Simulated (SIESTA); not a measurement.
# A series of single points on Sb

System: Sb (1 atom in the cell).
Method: Kohn-Sham DFT of a periodic cell, LDA, PseudoDojo 0.4 standard, converted to PSML, no spin polarisation (SIESTA 5.4.2).

The 7 runs differ only in the geometry, by an even scaling of the cell at fixed fractional positions. The structure derives from a Materials Project entry.

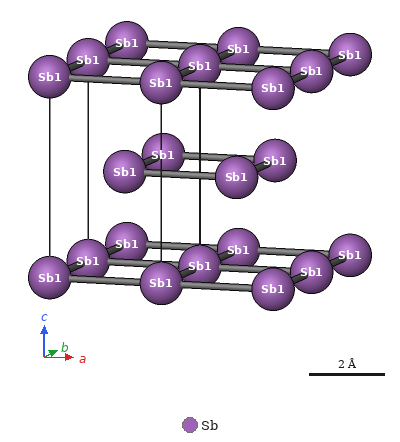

Figure 1. The structure of run 4 (ball-and-stick view of the cell 2 times as large as that of the calculation, set on its symmetry axes, repeated 2 × 2 × 1, seen slightly off an axis; atoms are numbered from 1 in the order of the input). An atom can appear more than once, as a periodic image.

**Input of run 4**
```
SystemName                      Sb
SystemLabel                     Sb
NumberOfSpecies                 1
NumberOfAtoms                   1
%block ChemicalSpeciesLabel
  1  51 Sb
%endblock ChemicalSpeciesLabel

LatticeConstant                 1.0 Ang
%block LatticeVectors
    -1.5765401831     1.5765401831     2.7119384313
     1.5765401831    -1.5765401831     2.7119384313
     1.5765401831     1.5765401831    -2.7119384313
%endblock LatticeVectors
AtomicCoordinatesFormat         Fractional
%block AtomicCoordinatesAndAtomicSpecies
     0.0000000000     0.0000000000     0.0000000000  1  Sb
%endblock AtomicCoordinatesAndAtomicSpecies

%block kgrid.MonkhorstPack
   12   0   0  0.0
    0  12   0  0.0
    0   0  12  0.0
%endblock kgrid.MonkhorstPack
XC.Functional                   LDA
XC.Authors                      PW92
PAO.BasisSize                   DZP
PAO.EnergyShift                 0.003 Ry
Mesh.Cutoff                     500 Ry
OccupationFunction              FD
ElectronicTemperature           0.05 eV
MaxSCFIterations                120
SCF.MustConverge                false
SCF.Mixer.Method                Pulay
SCF.Mixer.Weight                0.25
SCF.Mixer.History               8
SCF.DM.Tolerance                5.0e-05
SCF.H.Tolerance                 1.0e-03 eV
WriteForces                     true
Charge.Mulliken                 end
%block PAO.Basis
  Sb 4
  n=5 0 2
    5.972 0.000
  n=5 1 2
    7.827 0.000
  n=4 2 2
    3.490 0.000
  n=5 2 1
    7.827
%endblock PAO.Basis
```

Command:
```bash
siesta < Sb.fdf > Sb.out 2>&1
```

Lattice vectors (Å) and fractional positions of run 4:
```
  -1.576540    1.576540    2.711938
   1.576540   -1.576540    2.711938
   1.576540    1.576540   -2.711938
Sb  0.000000  0.000000  0.000000
```

Run 5 differs from it as follows:
```diff
-    -1.5765401831     1.5765401831     2.7119384313
-     1.5765401831    -1.5765401831     2.7119384313
-     1.5765401831     1.5765401831    -2.7119384313
+    -1.5869811508     1.5869811508     2.7298988119
+     1.5869811508    -1.5869811508     2.7298988119
+     1.5869811508     1.5869811508    -2.7298988119
```

**Results, with one run withheld**

```csv
run,volume per atom (Å³),"free energy per atom, from the lowest run given (meV)",pressure (GPa)
1,25.344,16.20,4.09
2,25.883,5.45,2.36
3,26.423,0.28,0.78
4,26.962,0.00,−0.59
5,27.501,?,?
6,28.040,12.40,−3.02
7,28.580,24.22,−3.99
```

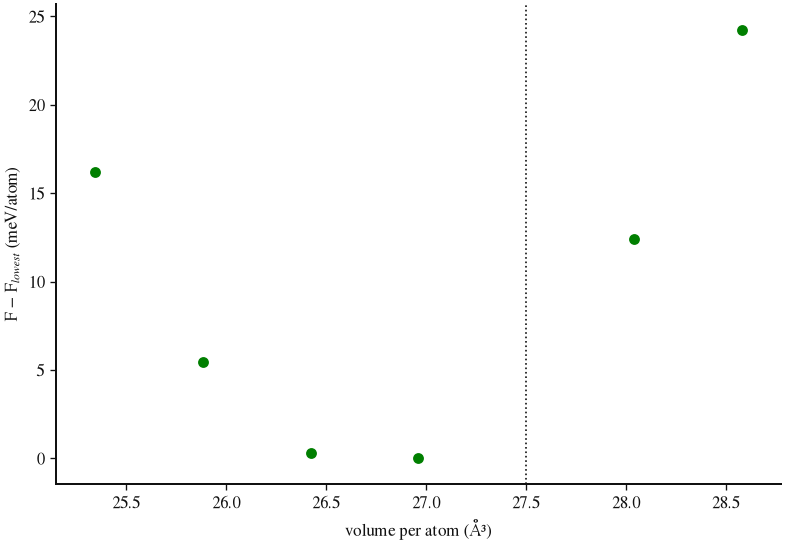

Figure 2. Free energy per atom of the runs given; the dotted line marks run 5.

Estimate the energy of run 5 from the others.

A cubic polynomial in V^(−2/3) (the Birch–Murnaghan form), fitted to the 6 runs given, misses them by at most 0.02 meV per atom. With x = V^(−2/3) − 0.11157 Å⁻², it reads F = −0.3545 − 657.45 x + 1.0284e+06 x² + 1.4207e+06 x³ (meV per atom). At run 5 it gives 4.21 meV per atom, and the run itself gives 4.22. The slope of the fit gives a pressure −dF/dV of −1.86 GPa there, and the run prints −1.85 GPa. The fit has its minimum at 26.719 Å³ per atom, where V d²F/dV² gives 68.7 GPa. Cell shape and fractional positions are held, so this is the stiffness under even scaling; the relaxed bulk modulus wasn't computed.

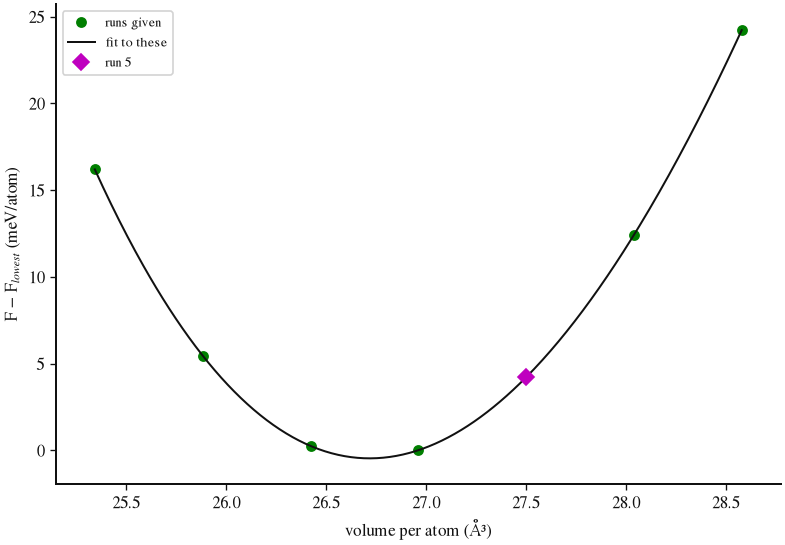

Figure 3. The fit and the withheld run.

**Some lines of the output (run 5)**
```
[...]
outcell: Cell volume (Ang**3)        :     27.5011
stepf: Fermi-Dirac step function
siesta: Etot    =     -2468.487370
siesta: FreeEng =     -2468.492755
        iscf     Eharris(eV)        E_KS(eV)     FreeEng(eV)     dDmax    Ef(eV) dHmax(eV)
siesta: E_KS(eV) =            -2468.5108
siesta: E_KS - E_eggbox =     -2468.5108
siesta: Etot    =     -2468.510816
siesta: FreeEng =     -2468.516449
siesta:         Fermi =      -4.190364
siesta: Cell volume =         27.501101 Ang**3
    Orbital volume contribution        =           1.115642 eV
```

Notes: Points of doubt noted for this run: mulliken charges of long orbitals. With a small basis of atomic orbitals these values can differ much from converged plane-wave results.
